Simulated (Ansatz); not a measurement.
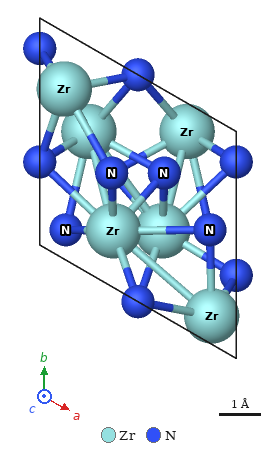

This is the input geometry for a relaxation of crystalline Zr3N4 (built on the database structure type). A ball-and-stick model of the cell of the calculation, seen along the c axis.

Level of theory: DFT, r2SCAN, plane waves, PAW (Ansatz 0.2.0).

Input
```yaml
crystal:
  lattice:
    - [-3.3913169641, 3.3913169641, 3.3913169641]
    - [3.3913169641, -3.3913169641, 3.3913169641]
    - [3.3913169641, 3.3913169641, -3.3913169641]
  atoms:
    - { symbol: Zr, position: [0.875, 0.125, 0.75] }
    - { symbol: Zr, position: [0.375, 0.25, 0.625] }
    - { symbol: Zr, position: [0.125, 0.75, 0.875] }
    - { symbol: Zr, position: [0.75, 0.875, 0.125] }
    - { symbol: Zr, position: [0.25, 0.625, 0.375] }
    - { symbol: Zr, position: [0.625, 0.375, 0.25] }
    - { symbol: "N", position: [0.6339043421, 0.6339043421, 0.6339043421] }
    - { symbol: "N", position: [0.5, 0.0, 0.3660956579] }
    - { symbol: "N", position: [0.0, 0.3660956579, 0.5] }
    - { symbol: "N", position: [0.3660956579, 0.5, 0.0] }
    - { symbol: "N", position: [0.0, 0.8660956579, 0.5] }
    - { symbol: "N", position: [0.8660956579, 0.5, 0.0] }
    - { symbol: "N", position: [0.1339043421, 0.1339043421, 0.1339043421] }
    - { symbol: "N", position: [0.5, 0.0, 0.8660956579] }
kpoints:
  mp_grid: { grid: [6, 6, 6] }
hamiltonian:
  xc: r2scan
scf:
  occupations: { method: fermi_dirac, width: 0.02 }
relax:
  f_tol: 0.005
  cell: {}
```

What does the optimiser find from here?

The largest moves relative to the cell, 0.025 Å, are those of 8 atoms (N7, N8, N9, N10 and others). N7 goes along [−1 −1 −1]. Zr stays in place. The drawn cell changes as follows: a = b = c 5.874 → 5.868 Å (−0.1 %); the volume changes by −0.3 %. Some distances before and after: Zr1–N11 2.232 → 2.216 Å, Zr1–N10 2.472 → 2.487 Å. The space group stays I-43d (No. 220). Over 4 accepted moves (5 points after the start) the energy falls by 1.2 meV per atom. The largest force component goes from 0.073 to 0.0003 eV/Å. The pressure goes from −2.06 to 0.04 GPa. The SCF was repeated once at an unchanged geometry on a basis and grid sized afresh for the cell, which shifted the energy by less than 0.05 meV per atom at most.

Step by step:

```tsv
step	E − E(0), meV/atom	largest force component, eV/Å	pressure, GPa	volume, Å³/atom	note
0	0.00	0.0730	-2.06	11.144	
1	-0.64	0.0223	1.29	11.018	
2	-0.91	0.0304	0.18	11.068	
3	-1.06	0.0234	-0.21	11.097	
4	-1.17	0.0003	0.04	11.110	
5	-1.16	0.0003	0.04	11.110	same geometry, new basis
```
